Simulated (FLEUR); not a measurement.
## A series of single points on MnO

System: MnO (P6₃mc, 4 atoms in the cell).
Method: Kohn-Sham DFT of a periodic cell, PBE, all-electron, spin-polarised (FLEUR MaX-R8.1 (later development tree)).

The 5 runs differ only in the geometry, by an even scaling of the cell at fixed fractional positions. The structure derives from an entry of the Crystallography Open Database.

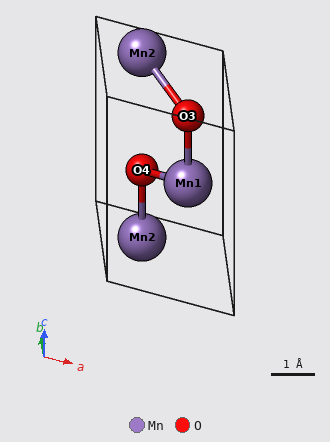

Figure 1. The structure of run 3 (ball-and-stick view of the cell of the calculation, seen at an oblique angle; atoms are numbered from 1 in the order of the input).

**Input of run 3**
```
<?xml version="1.0" encoding="UTF-8" standalone="no"?>
<fleurInput fleurInputVersion="0.39">
   <comment>
      MnO                                                                                                 
   </comment>
   <calculationSetup>
      <cutoffs Kmax="4.86" Gmax="15.1" GmaxXC="15.1" numbands="0"/>
      <scfLoop itmax="60" minDistance="0.00001" maxIterBroyd="15" imix="Anderson" alpha="0.05" precondParam="0.0" spinf="2.0" sdNocoIR="T"/>
      <coreElectrons ctail="T" frcor="F" kcrel="0" coretail_lmax="0"/>
      <xcFunctional name="pbe" relativisticCorrections="F"/>
      <magnetism jspins="2"/>
      <soc l_soc="F" theta="0.0" phi="0.0" spav="F"/>
      <expertModes spex="0" secvar="F"/>
      <geometryOptimization l_f="F" forcealpha="1.0" forcemix="BFGS" epsdisp="0.0005" epsforce="0.0002"/>
      <ldaU l_linMix="F" mixParam="0.05" spinf="1.0"/>
   </calculationSetup>
   <cell>
      <bzIntegration valenceElectrons="42.0" mode="hist" fermiSmearingEnergy="0.00183747">
         <kPointListSelection listName="default-1"/>
         <!-- k-points included here -->
         <xi:include xmlns:xi="http://www.w3.org/2001/XInclude" href="kpts.xml"> </xi:include>
      </bzIntegration>
      <!-- symmetry operations included here -->
      <xi:include xmlns:xi="http://www.w3.org/2001/XInclude" href="sym.xml"> </xi:include>
      <bulkLattice scale="0.9932883884">
         <bravaisMatrix>
            <row-1>    6.3715895743138198     0.0000000000000000     0.0000000000000000</row-1>
            <row-2>   -3.1857947871569099     5.5179584337682712     0.0000000000000000</row-2>
            <row-3>    0.0000000000000000     0.0000000000000000    10.1771200440333001</row-3>
         </bravaisMatrix>
      </bulkLattice>
   </cell>
   <atomSpecies>
      <species name="Manganese 4.000" element="Mn" atomicNumber="25">
         <mtSphere radius="1.89" gridPoints="645" logIncrement="0.019"/>
         <atomicCutoffs lmax="8" lnonsphr="6"/>
         <electronConfig flipSpins="F">
            <coreConfig>(1s1/2) (2s1/2) (2p1/2) (2p3/2)</coreConfig>
            <valenceConfig>(3s1/2) (3p1/2) (3p3/2) (4s1/2) (3d3/2) (3d5/2)</valenceConfig>
            <stateOccupation state="(3d3/2)" spinUp="1.5" spinDown="0.5"/>
            <stateOccupation state="(3d5/2)" spinUp="3.0" spinDown="0.0"/>
         </electronConfig>
         <energyParameters s="4" p="4" d="3" f="4"/>
         <lo type="SCLO" l="0" n="3" eDeriv="0"/>
         <lo type="SCLO" l="1" n="3" eDeriv="0"/>
         <lo type="SCLO" l="1" n="3" eDeriv="1"/>
         <lo type="SCLO" l="2" n="3" eDeriv="2"/>
         <lo type="SCLO" l="3" n="4" eDeriv="2"/>
      </species>
      <species name="Oxygen (O)" element="O" atomicNumber="8">
         <mtSphere radius="1.44" gridPoints="493" logIncrement="0.021"/>
         <atomicCutoffs lmax="8" lnonsphr="6"/>
         <electronConfig flipSpins="F">
            <coreConfig>(1s1/2)</coreConfig>
            <valenceConfig>(2s1/2) (2p1/2) (2p3/2)</valenceConfig>
            <stateOccupation state="(2p1/2)" spinUp="0.666667" spinDown="0.666667"/>
            <stateOccupation state="(2p3/2)" spinUp="1.333333" spinDown="1.333333"/>
         </electronConfig>
         <energyParameters s="2" p="2" d="3" f="4"/>
         <lo type="SCLO" l="0" n="2" eDeriv="2"/>
         <lo type="SCLO" l="1" n="2" eDeriv="2"/>
         <lo type="SCLO" l="2" n="3" eDeriv="2"/>
      </species>
   </atomSpecies>
   <atomGroups>
      <atomGroup species="Manganese 4.000">
         <relPos label="                   1">-1.000/3.000 1.000/3.000 -.4890400000</relPos>
         <relPos label="                   2">1.000/3.000 -1.000/3.000 .0109600000</relPos>
         <force calculate="T" relaxXYZ="TTT"/>
      </atomGroup>
      <atomGroup species="Oxygen (O)">
         <relPos label="                   3">-1.000/3.000 1.000/3.000 -.1245300000</relPos>
         <relPos label="                   4">1.000/3.000 -1.000/3.000 .3754700000</relPos>
         <force calculate="T" relaxXYZ="TTT"/>
      </atomGroup>
   </atomGroups>
   <output dos="F" band="F" slice="F">
      <checks vchk="F" cdinf="F"/>
      <bandDOS minEnergy="-.5*Htr" maxEnergy="0.5*Htr" sigma="0.015" storeEVData="T"/>
      <vacuumDOS vacdos="F" integ="F" star="F" nstars="0" locx1="0.0" locy1="0.0" locx2="0.0" locy2="0.0" nstm="0" tworkf="0.0"/>
      <unfoldingBand unfoldBand="F" supercellX="1" supercellY="1" supercellZ="1"/>
      <plotting iplot="0" polar="F">
         <plot TwoD="T" vec1="  1.0  0.0  0.0" vec2="  0.0  1.0  0.0" vec3="  0.0  0.0  1.0" zero="  0.0  0.0  0.0" file="plot"/>
      </plotting>
      <chargeDensitySlicing numkpt="0" minEigenval="0.0" maxEigenval="0.0" nnne="0" pallst="F"/>
      <specialOutput eonly="F"/>
      <moessbauerParams electricFieldGradient="T" isomerShift="T" coreHyperfine="T" valenceHyperfine="T"/>
      <magneticCircularDichroism mcd="F" energyLo="-10.0" energyUp="0.0"/>
   </output>
  <!-- We include the file relax.xml here to enable relaxations (see documentation) -->
  <xi:include xmlns:xi="http://www.w3.org/2001/XInclude" href="relax.xml"> <xi:fallback/> </xi:include>
</fleurInput>
```

Command:
```bash
inpgen -f crystal.txt -profile fastHighL; fleur_MPI
```

Lattice vectors (Å) and fractional positions of run 3:
```
   3.349070    0.000000    0.000000
  -1.674535    2.900380    0.000000
   0.000000    0.000000    5.349355
Mn  0.666667  0.333333  0.510960
Mn  0.333333  0.666667  0.010960
O   0.666667  0.333333  0.875470
O   0.333333  0.666667  0.375470
```

Run 2 has the same physical settings and fractional positions; its lattice vectors (Å) are:
```
   3.326131    0.000000    0.000000
  -1.663065    2.880514    0.000000
   0.000000    0.000000    5.312714
```

**Results, with one run withheld**

| run | volume per atom (Å³) | free energy per atom, from the lowest run given (meV) |
| --- | --- | --- |
| 1 | 12.460 | 60.04 |
| 2 | 12.725 | ? |
| 3 | 12.990 | 20.32 |
| 4 | 13.255 | 7.94 |
| 5 | 13.521 | 0.00 |

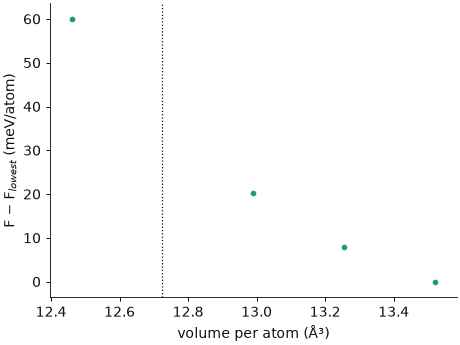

Figure 2. Free energy per atom of the runs given; the dotted line marks run 2.

Fit the runs given and predict run 2.

A quadratic polynomial in V^(−2/3) (the Birch–Murnaghan form), fitted to the 4 runs given, misses them by at most 0.02 meV per atom. With x = V^(−2/3) − 0.18044 Å⁻², it reads F = 17.272 + 5593.3 x + 3.5868e+05 x² (meV per atom). At run 2 it gives 37.50 meV per atom, and the run itself gives 37.58. The fit has no minimum inside this range.

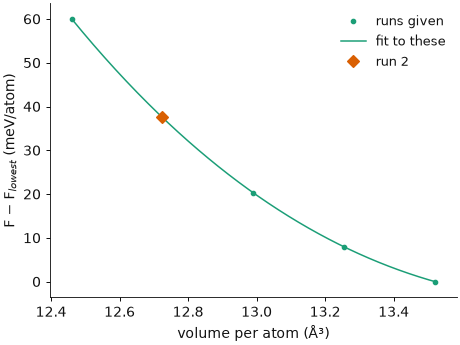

Figure 3. The fit and the withheld run.

**Output (run 2)**
```
Welcome to FLEUR        (www.flapw.de)
      MaX-Release 8.1          (www.max-centre.eu)

 ========== k-point set info ==========
 Selected k-point list: default-1
 k-point list type: mesh
 9 x 9 x 5
 Number of k points: 36

 ------------Calculation Setup---------------------------
 Number of MPI-tasks      :            1
 Number of PE/node        :            1
 Number of OMP-threads    :            1
 Most efficient MPI parallelization for:
           1           2           3           4           6           9          12          18          36
 Additional eigenvalue parallelization possible
 Number of basis functions:          839
 Approximate size of matrices (H+S) per k-point:         0.021 GB
 --------------------------------------------------------

 Iteration:     1   Distance:      22.27778111 me/bohr^3

 Iteration:     2   Distance:      18.62543126 me/bohr^3

 Iteration:     3   Distance:       8.99840531 me/bohr^3

 Iteration:     4   Distance:      10.69947842 me/bohr^3

 Iteration:     5   Distance:       5.70662300 me/bohr^3

 Iteration:     6   Distance:       2.95318306 me/bohr^3

 Iteration:     7   Distance:       2.17922701 me/bohr^3

 Iteration:     8   Distance:       0.68200795 me/bohr^3

 Iteration:     9   Distance:       0.36264750 me/bohr^3

 Iteration:    10   Distance:       0.30601185 me/bohr^3

 Iteration:    11   Distance:       0.09405507 me/bohr^3

 Iteration:    12   Distance:       0.08254402 me/bohr^3

 Iteration:    13   Distance:       0.00821728 me/bohr^3

 Iteration:    14   Distance:       0.00384981 me/bohr^3

 Iteration:    15   Distance:       0.00234464 me/bohr^3

 Iteration:    16   Distance:       0.00221551 me/bohr^3

 Iteration:    17   Distance:       0.00146261 me/bohr^3

 Iteration:    18   Distance:       0.00038670 me/bohr^3

 Iteration:    19   Distance:       0.00013802 me/bohr^3

 Iteration:    20   Distance:       0.00012432 me/bohr^3

 Iteration:    21   Distance:       0.00005870 me/bohr^3

 Iteration:    22   Distance:       0.00001567 me/bohr^3

 Iteration:    23   Distance:       0.00000098 me/bohr^3

 ********************************************************************
 Run finished successfully
 Stop message:
   all done
 ********************************************************************
```
